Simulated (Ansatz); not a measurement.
Si16HC16 (cell with a defect)

The calculation's input:

```
crystal:
  lattice:
    - [3.0919365181, -5.3553911431, 0.0]
    - [-6.1838730361, 0.0, 0.0]
    - [0.0, 0.0, -10.1485845747]
  atoms:
    - { symbol: Si, position: [0.1666666667, 0.3333333333, 0.2502091465] }
    - { symbol: Si, position: [0.1666666667, 0.3333333333, 0.7502091465] }
    - { symbol: Si, position: [0.6666666667, 0.3333333333, 0.2502091465] }
    - { symbol: Si, position: [0.6666666667, 0.3333333333, 0.7502091465] }
    - { symbol: Si, position: [0.1666666667, 0.8333333333, 0.2502091465] }
    - { symbol: Si, position: [0.1666666667, 0.8333333333, 0.7502091465] }
    - { symbol: Si, position: [0.6666666667, 0.8333333333, 0.2502091465] }
    - { symbol: Si, position: [0.6666666667, 0.8333333333, 0.7502091465] }
    - { symbol: Si, position: [0.3333333333, 0.1666666667, 0.0002091465] }
    - { symbol: Si, position: [0.3333333333, 0.1666666667, 0.5002091465] }
    - { symbol: Si, position: [0.8333333333, 0.1666666667, 0.0002091465] }
    - { symbol: Si, position: [0.8333333333, 0.1666666667, 0.5002091465] }
    - { symbol: Si, position: [0.3333333333, 0.6666666667, 0.0002091465] }
    - { symbol: Si, position: [0.3333333333, 0.6666666667, 0.5002091465] }
    - { symbol: Si, position: [0.8333333333, 0.6666666667, 0.0002091465] }
    - { symbol: Si, position: [0.8333333333, 0.6666666667, 0.5002091465] }
    - { symbol: C, position: [0.1666666667, 0.3333333333, 0.0622908535] }
    - { symbol: C, position: [0.1666666667, 0.3333333333, 0.5622908535] }
    - { symbol: C, position: [0.6666666667, 0.3333333333, 0.0622908535] }
    - { symbol: C, position: [0.6666666667, 0.3333333333, 0.5622908535] }
    - { symbol: C, position: [0.1666666667, 0.8333333333, 0.0622908535] }
    - { symbol: C, position: [0.1666666667, 0.8333333333, 0.5622908535] }
    - { symbol: C, position: [0.6666666667, 0.8333333333, 0.0622908535] }
    - { symbol: C, position: [0.6666666667, 0.8333333333, 0.5622908535] }
    - { symbol: C, position: [0.3333333333, 0.1666666667, 0.3122908535] }
    - { symbol: C, position: [0.3333333333, 0.1666666667, 0.8122908535] }
    - { symbol: C, position: [0.8333333333, 0.1666666667, 0.3122908535] }
    - { symbol: C, position: [0.8333333333, 0.1666666667, 0.8122908535] }
    - { symbol: C, position: [0.3333333333, 0.6666666667, 0.3122908535] }
    - { symbol: C, position: [0.3333333333, 0.6666666667, 0.8122908535] }
    - { symbol: C, position: [0.8333333333, 0.6666666667, 0.3122908535] }
    - { symbol: C, position: [0.8333333333, 0.6666666667, 0.8122908535] }
    - { symbol: H, position: [-0.0069798431, -0.0138208571, 0.9077860483], spin: 1.0 }
basis:
  ecutwfc: 420
  xc_grid: 2
kpoints:
  mp_grid: { grid: [2, 2, 2], shift: [0.0, 0.0, 0.0] }
hamiltonian:
  xc: pbe
scf:
  occupations: { method: gaussian, width: 0.02 }
output:
  forces: true
  stress: false
  eigenvalues: true
  populations: true
  write_density: true
  write_potential: true
  elf: true
  volumetric_format: npy
magnetization:
  spin_polarized: true
relax:
  adjacent_minimum: "off"
  f_tol: 0.02
  max_steps: 60
```

Command:

```sh
ansatz run input.yaml --threads 4 --pin off --max-ram 10240MiB --backend cpu --events-out ev --progress --plain --runs-dir out
```

The fields are those of the relaxed geometry.

Spin-polarised.

Method: Ansatz, DFT PBE, scalar-relativistic, plane waves, PAW.

In a PAW calculation such maps are meaningful between the atoms, not at the nuclei.

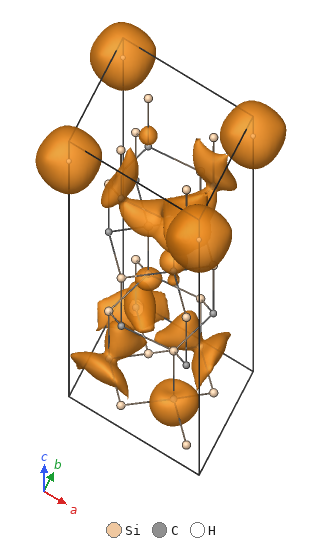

Figure 1. Isosurface of the magnetisation density (up minus down) at +0.008 e/Å³ (orange), seen at an oblique angle. Sticks mark near contacts.

Describe the spin distribution.

The spin density sits on H: +0.4 μB in one cell of 33 atoms: with much of the spin spread outside that site. The cell of the calculation (33 atoms) carries 1.0 μB of net spin moment.

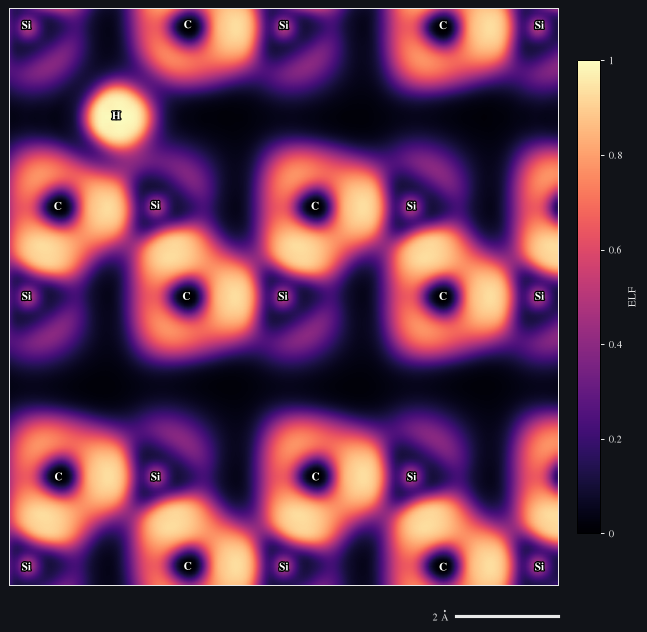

Figure 2. ELF on the (110) plane of the calculation cell.

Describe what can be read from this map.

Atoms in the plane: Si, C and H. Si–C (1.88 Å): the ELF peaks at about 0.95 between the atoms; a shared electron pair. Si–H (1.94 Å): the ELF climbs to about 1 towards the hydrogen, as it does in any bond to H. Si–C (1.93 Å): the ELF peaks at about 0.95 between the atoms: a covalent bond.

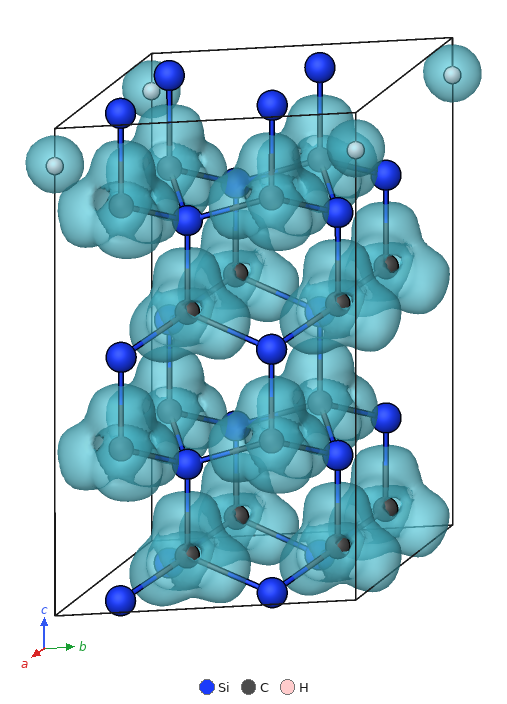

Figure 3. Isosurface of the ELF at 0.7 (cyan), seen slightly off an axis. Core shells and regions of very low density are left out. Sticks mark near contacts.

Where are the electrons localised?

At this value the surface marks out one region around a hydrogen nucleus and 16 regions on C in which the atom's valence shell and bonds are merged, counted in one cell of 33 atoms. Any copies at cell faces, edges or corners count once.

Does the calculation make it a metal, or give it a gap?

It is gapped, with a Kohn–Sham gap of 0.27 eV on the k-point mesh, an upper bound to the gap of this method.
